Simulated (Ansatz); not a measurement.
**Single-point calculation, with input and output: CuI**

System: CuI (I-4m2, 2 atoms in the cell).
Method: DFT, LDA, all-electron LAPW, scalar-relativistic; levels at fixed fractional wave vectors of a strained or displaced cell, no spin polarisation (Ansatz 0.2.0).

The structure derives from an entry of the Crystallography Open Database. It belongs to a series of runs on one base structure; here: film at in-plane strain +0.01. Figures and captions count atoms from 1; the log counts them from 0 in places.

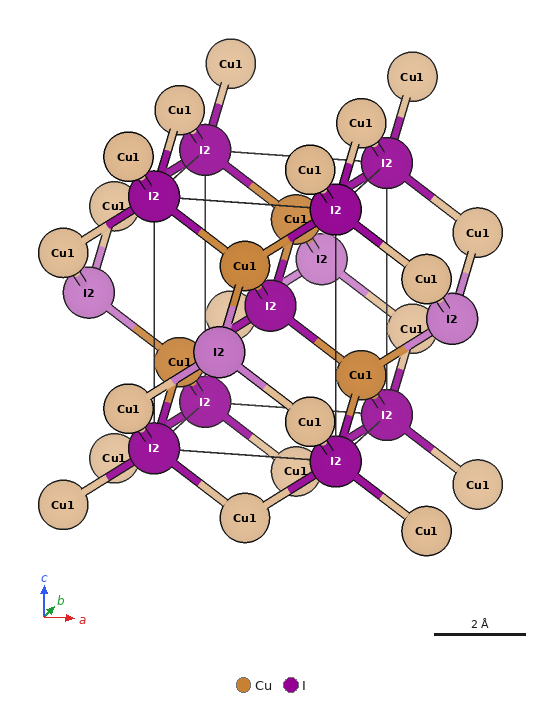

*The structure as given in the input (ball-and-stick view of the cell 2 times as large as that of the calculation, set on its symmetry axes, seen slightly off an axis; neighbours outside the cell are drawn fainter; atoms are numbered from 1 in the order of the input).*

Near neighbours in the crystal (not all of them lie inside the picture): Cu has 4 I at 2.54 Å; I has 4 Cu at 2.54 Å.

Input
```yaml
crystal:
  lattice:
    - [2.96029861921, 2.96029861921, 0.0]
    - [-2.96029861921, 2.96029861921, 0.0]
    - [0.0, 2.96029861921, 2.89107733949]
  atoms:
    - { symbol: Cu, position: [0.75, 0.25, 0.5] }
    - { symbol: I, position: [0.0, 0.0, 0.0] }
kpoints:
  mp_grid: { grid: [6, 6, 6] }
scf:
  occupations: { method: fixed }
  convergence: { dr2_threshold: 1.0e-10 }
hamiltonian:
  xc: lda
  pseudopotentials: { kind: all_electron, lapw: { basis_error: 0.0005 } }
output:
  forces: true
  stress: true
  eigenstates:
    kpoints:
      - [0.0, 0.0, 0.0]
      - [-0.5, -0.5, -0.5]
      - [-0.5, 0.5, 0.0]
      - [0.0, 0.0, -0.5]
      - [0.0, -0.5, -0.5]
      - [0.0, 0.5, 0.0]
      - [-0.5, 0.0, 0.0]
      - [-0.5, 0.0, -0.5]
  eigenvalues: true
```

Launched with:
```bash
ansatz run input.yaml --threads 1 --pin off --max-ram 3072MiB --backend cpu --events-out ev --progress --plain --runs-dir out
```

What the program printed
```
LAPW: plane waves up to 9.305 Å⁻¹, error target 5.0e-4 eV per atom; small_component_spin mean_spin; Cu in spheres of 1.257 Å, 19 of its electrons in bands, Dirac shells []; I in spheres of 1.287 Å, 25 of its electrons in bands, Dirac shells [] (how accurate: hamiltonian.pseudopotentials.lapw.basis_error, Limitations)
Engine: ansatz 0.2.0, x86_64-unknown-linux-gnu
Pseudopotentials: kind: all_electron
Pseudopotential: Cu, LAPW, valence charge 19, lapw/all_electron/scalar/gaussian/Cu, Koelling and Harmon's equation, gaussian nucleus
Pseudopotential: I, LAPW, valence charge 25, lapw/all_electron/scalar/gaussian/I, Koelling and Harmon's equation, gaussian nucleus
Functional definition: SPW92
  exchange = slater_x
  correlation = pw_c
davidson cushion auto → on  (no smearing: the cushion is to keep the highest requested band from converging to the state above it; pin scf.eigensolver.cushion to override)
Crystal: 2 atoms, lattice volume = 50.671 Å³
Basis set: ecut = 329.90434697987234 eV, 693 PW (Γ), exchange–correlation at level 2
Bands: 27, of which v1, the nominal top of the filled ones, is band 22 counted from 1 (21 counted from 0)
Symmetry: 8 space group operations
Space group: I-4m2 (ITA 119), of the structure as read, at distance tolerance 3.7e-5 Å
k-points: 30 of 216 (time reversal used)
Non-local potential: Cu, projectors of the file, none
Non-local potential: I, projectors of the file, none
Initial density: superposition of atomic densities (chi_scale 0.1, normalization cell, long waves kept (reshape's long-wave potential 0.00 eV rms))
Initial wavefunctions: plane waves of lowest kinetic energy (no species holds an atomic orbital)
Functional: x = slater, c = lda
iter 1 solved again at ethr=3.52e-4 eV; its pass at ethr=1.00e-1 eV (dr2=1.55e-1 eV) is discarded
SCF iter   1: F=—  HF=-238450.475526 eV  |F-HF|=—  |Δ(HF+E_count)|=         —  Δρ=1.98e-2  dr2=1.56e-1  ethr=3.52e-4  ⟨swp⟩=2.8  Hψ=5508  notcnv=0
preconditioner: auto → none  [insulator: Δε(μ)=0.464 eV  Ē_g=9.639 eV  n_scr=14 (ndim 8)  ℏωp=22.1 eV  f_vac=0.174  ε∞_Penn≈6.3]
SCF iter   2: F=—  HF=-238451.055220 eV  |F-HF|=—  |Δ(HF+E_count)|=   5.80e-1  Δρ=1.89e-2  dr2=3.35e-1  ethr=3.52e-4  ⟨swp⟩=3.0  Hψ=2795  notcnv=0  recentre
SCF iter   3: F=—  HF=-238450.164141 eV  |F-HF|=—  |Δ(HF+E_count)|=   8.91e-1  Δρ=7.01e-3  dr2=2.07e-2  ethr=3.52e-4  ⟨swp⟩=3.0  Hψ=2738  notcnv=0
SCF iter   4: F=—  HF=-238450.162717 eV  |F-HF|=—  |Δ(HF+E_count)|=         —  Δρ=2.78e-3  dr2=5.11e-3  ethr=4.72e-5  ⟨swp⟩=2.7  Hψ=2467  notcnv=0
the basis was enlarged: its passes take 168.5 KiB over the memory plan, 1 of 1 planned eigensolver slots
iter 5 solved again at ethr=7.89e-7 eV; its pass at ethr=1.16e-5 eV (dr2=3.47e-4 eV) is discarded
SCF iter   5: F=—  HF=-238450.155120 eV  |F-HF|=—  |Δ(HF+E_count)|=   7.60e-3  Δρ=6.98e-4  dr2=3.46e-4  ethr=7.89e-7  ⟨swp⟩=2.0  Hψ=4239  notcnv=0
SCF iter   6: F=—  HF=-238450.154674 eV  |F-HF|=—  |Δ(HF+E_count)|=   4.45e-4  Δρ=1.40e-4  dr2=1.43e-5  ethr=7.86e-7  ⟨swp⟩=2.9  Hψ=2490  notcnv=0
SCF iter   7: F=—  HF=-238450.154659 eV  |F-HF|=—  |Δ(HF+E_count)|=   1.52e-5  Δρ=2.38e-5  dr2=5.41e-7  ethr=3.26e-8  ⟨swp⟩=3.0  Hψ=2687  notcnv=0
SCF iter   8: F=—  HF=-238450.154659 eV  |F-HF|=—  |Δ(HF+E_count)|=   5.44e-7  Δρ=6.24e-6  dr2=3.62e-8  ethr=1.23e-9  ⟨swp⟩=2.2  Hψ=2415  notcnv=0
SCF iter   9: F=—  HF=-238450.154659 eV  |F-HF|=—  |Δ(HF+E_count)|=   4.11e-8  Δρ=8.33e-7  dr2=5.95e-10  ethr=8.23e-11  ⟨swp⟩=2.9  Hψ=2513  notcnv=0
SCF iter  10: F=-238450.154659 eV  HF=-238450.154659 eV  |F-HF|=2.91e-10  |Δ(HF+E_count)|=   1.14e-9  Δρ=5.24e-8  dr2=2.47e-12  ethr=3.04e-12 (applied; sched 1.35e-12)  ⟨swp⟩=2.2  Hψ=2414  notcnv=0
SCF 1 converged in 10 iterations: F = -238450.154659 eV  dr2 = 2.47e-12
```

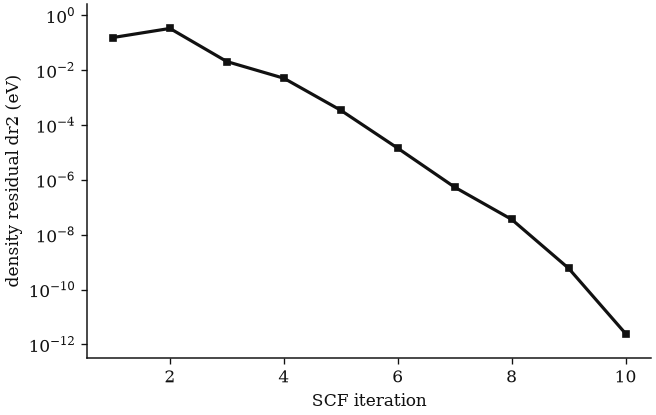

*Convergence of the self-consistent field: density residual dr2 against the SCF iteration.*

The residual comes down, with one marked jump up, by a factor of about 2, at step 2.

```
NSCF: frozen V_eff on 8 k-points
SCF converged after 10 iterations
Free energy (F): -238450.154659 eV
Harris-Foulkes:  -238450.154659 eV  (|F-HF|=2.91e-10)
Internal energy: -238450.154659 eV  (E = F + TS)
E sigma→0 (E₀):  -238450.154659 eV
Fermi energy:    10.508990 eV
--- Per-component energies (eV) ---
  E_band       = -1795.402880
  E_kinetic    = 250443.135448
  E_xc         = -6553.032913
  E_electrostatic = -482340.257194  (all electrons and nuclei)
  E_smearing   = -0.000000  (= −TS)
  E_closure    = 0.000000  (closes the sum)
  E_atoms      = -238443.162664  (free atoms, spherical and without spin; not in F)
  Σ components = -238450.154659   (vs F -238450.154659, Δ=0.00e0)
  Basis errors (estimates in eV, not in F): energy 2.1e-4 per atom: plane waves 2.0e-4 (1.1e-4 summed), levels above the bands 0.0e0, relativity 5.2e-9, radial functions 1.8e-5, core shells 2.4e-8; eigenvalues (radial functions only) 5.9e-7; not estimated: angular momenta, meshes, grids; target (lapw.basis_error) 5.0e-4; muffin-tin radii Cu 1.257 Å, I 1.287 Å
--- Forces (eV/Å), atoms counted from 1 ---
  atom   1  Cu    -0.00000000     0.00000000     0.00000000
  atom   2  I      0.00000000     0.00000000     0.00000000
  max |Σ_I F_I| component: 1.39e-17 eV/Å
--- Stress (GPa, compression-positive) ---
       -0.480283       0.000000       0.000000
        0.000000      -0.480283       0.000000
        0.000000       0.000000       0.012510
  P = ⅓ Tr σ = -0.3160 GPa (-3.160 kbar)
--- Band table (eV; the first three rows and the last of 30) ---
  k-point 0: bands = ["-165.0641", "-112.2594", "-112.2594", "-112.2557", "-100.6180", "-58.4745", "-58.4729", "-58.4729", "-35.3493", "-35.3459", "-35.3459", "-35.3405", "-35.3361", "-4.1109", "6.3642", "6.3642", "6.3903", "8.1311", "8.1561", "10.4637", "10.4637", "10.5090", "11.6815", "15.2411", "15.2411", "15.2794", "18.5344"]
  k-point 1: bands = ["-165.0641", "-112.2594", "-112.2594", "-112.2557", "-100.6180", "-58.4745", "-58.4729", "-58.4729", "-35.3495", "-35.3456", "-35.3456", "-35.3404", "-35.3362", "-3.8974", "5.8232", "6.3386", "6.3386", "8.0926", "8.1583", "9.5721", "9.8333", "9.8333", "13.3516", "14.1303", "16.3233", "16.3233", "17.9617"]
  k-point 2: bands = ["-165.0641", "-112.2594", "-112.2594", "-112.2557", "-100.6180", "-58.4746", "-58.4729", "-58.4729", "-35.3498", "-35.3451", "-35.3451", "-35.3400", "-35.3363", "-3.4190", "4.8270", "6.2962", "6.2962", "8.0039", "8.2130", "8.7707", "8.9354", "8.9354", "13.0512", "13.6985", "18.4461", "18.6043", "18.6043"]
  k-point 29: bands = ["-165.0641", "-112.2594", "-112.2594", "-112.2557", "-100.6180", "-58.4745", "-58.4730", "-58.4730", "-35.3485", "-35.3461", "-35.3453", "-35.3405", "-35.3358", "-3.1799", "4.6270", "5.7363", "6.2954", "8.0496", "8.0854", "8.2264", "8.4714", "8.8358", "14.2603", "14.5770", "17.9012", "17.9162", "20.9518"]
```

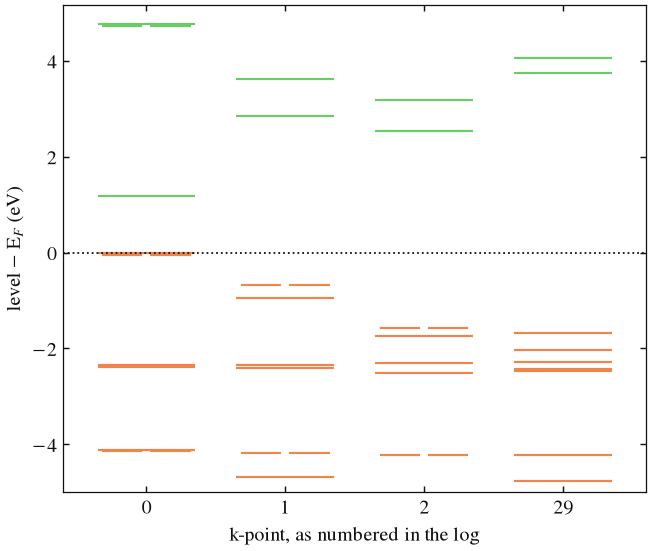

*Kohn–Sham levels near the Fermi level (dotted) at the few k-points that the log prints; levels within 0.02 eV of each other stand side by side.*

Among these points the highest filled and lowest empty levels are 1.17 eV apart, which is the gap on the mesh.

Key numbers

```json
{"quantity": "outcome", "value": "converged"}
{"quantity": "space group (tolerance 0.01 Å)", "value": "I-4m2 (119)"}
{"quantity": "electrons in bands (core shells apart)", "value": "44"}
{"quantity": "free energy", "value": "−238450.1547 eV"}
{"quantity": "Fermi energy", "value": "10.509 eV"}
{"quantity": "gap on the k-point mesh", "value": "1.17 eV"}
{"quantity": "pressure", "value": "−0.32 GPa"}
{"quantity": "largest force (length of the vector)", "value": "under 0.001 eV/Å"}
{"quantity": "hardware", "value": "1 thread of Intel Xeon (Granite Rapids), 64 GiB of memory available, shared host"}
{"quantity": "wall time", "value": "14 s"}
{"quantity": "peak memory", "value": "0.36 GiB"}
```
